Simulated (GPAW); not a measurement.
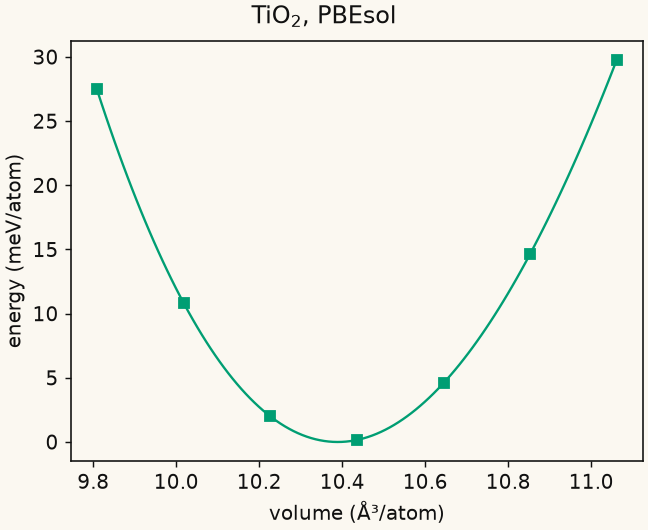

The picture above shows the energy against volume for TiO₂, space group P4_2/mnm (No. 136).

The given structure:
```yaml
crystal:
  lattice:
    - [4.59984, 0.00000, 0.00000]
    - [0.00000, 4.59984, 0.00000]
    - [0.00000, 0.00000, 2.95921]
  atoms:
    - { symbol: Ti, position: [0.00000, 0.00000, 0.50000] }
    - { symbol: Ti, position: [0.50000, 0.50000, 0.00000] }
    - { symbol: O, position: [0.30432, 0.30432, 0.50000] }
    - { symbol: O, position: [0.19568, 0.80432, 0.00000] }
    - { symbol: O, position: [0.80432, 0.19568, 0.00000] }
    - { symbol: O, position: [0.69568, 0.69568, 0.50000] }
```

Method: PAW DFT in plane waves, on a grid or in atomic orbitals, no spin polarisation; energies at scaled volumes of the given cell, shape and fractions fixed, counted from the fit's minimum, third-order Birch-Murnaghan fit (GPAW 26.7.0). Level: PBEsol.

k mesh 6×6×9; occupations Fermi–Dirac; smearing width 0.05 eV; potentials PAW data sets made by gpaw setup for the functional; wave cutoff 800 eV; program settings basis pw.

From this curve and the settings, what does the calculation give for the pressure at the same points?

The pressure falls from 15.57 GPa at volume 9.81 Å³/atom to −13.77 GPa at 11.06 Å³/atom, and changes sign near 10.38 Å³/atom.

| volume (Å³/atom) | pressure (GPa) |
| --- | --- |
| 9.81 | 15.57 |
| 10.02 | 9.29 |
| 10.23 | 3.65 |
| 10.44 | −1.42 |
| 10.64 | −5.98 |
| 10.85 | −10.08 |
| 11.06 | −13.77 |

Keep in mind: shape and atomic fractions are frozen while scaling, which makes layered, chain and framework solids too stiff.
